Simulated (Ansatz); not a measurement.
System: MgO.

The calculation's input:

```
crystal:
  lattice:
    - [2.450827644, 0.0, 0.0]
    - [0.0, 2.450827644, 0.0]
    - [0.0, 0.0, 2.450827644]
  atoms:
    - { symbol: Mg, position: [0.0, 0.0, 0.0] }
    - { symbol: O, position: [0.5, 0.5, 0.5] }
kpoints:
  mp_grid: { grid: [10, 10, 10] }
hamiltonian:
  xc: pbe
scf:
  occupations: { method: fermi_dirac, width: 0.02 }
relax:
  f_tol: 0.005
  cell: {}
output:
  write_density: true
  write_potential: true
  elf: true
  volumetric_format: npy
```

Launched as:

```sh
ansatz run input.yaml --threads 2 --pin off --max-ram 2211MiB --backend cpu --events-out ev --progress --plain --runs-dir out
```

Below, planes, directions and counts refer to the conventional cell (a = 2.66 Å, b = 2.66 Å, c = 2.66 Å, α = 90.00°, β = 90.00°, γ = 90.00°).

The fields are those of the relaxed geometry.

Space group Pm-3m; started from the CsCl prototype, which need not be the ambient phase.

These are results of Ansatz 0.2.0, DFT, PBE, plane waves, PAW, not measurements.

Q: Predict the valence pseudo-density and electron localisation function between the atoms.

A: Mg–O (2.30 Å): the density is about 0.24 e/Å³ at the midpoint; the ELF peaks at about 0.85 in the valence shell of O, 0.6 Å from its nucleus, and is about 0.35 at the midpoint: a largely ionic contact.

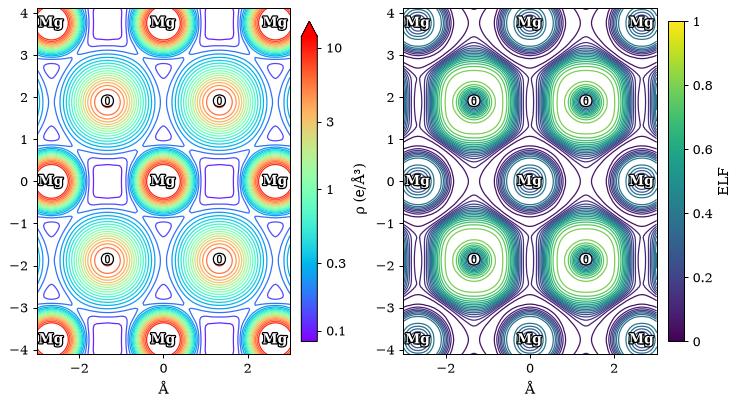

Computed valence pseudo-density and electron localisation function on the (011) plane of the conventional cell, in this order. 

Core electrons are frozen (PAW), and the valence fields are smoothed inside the atomic spheres.
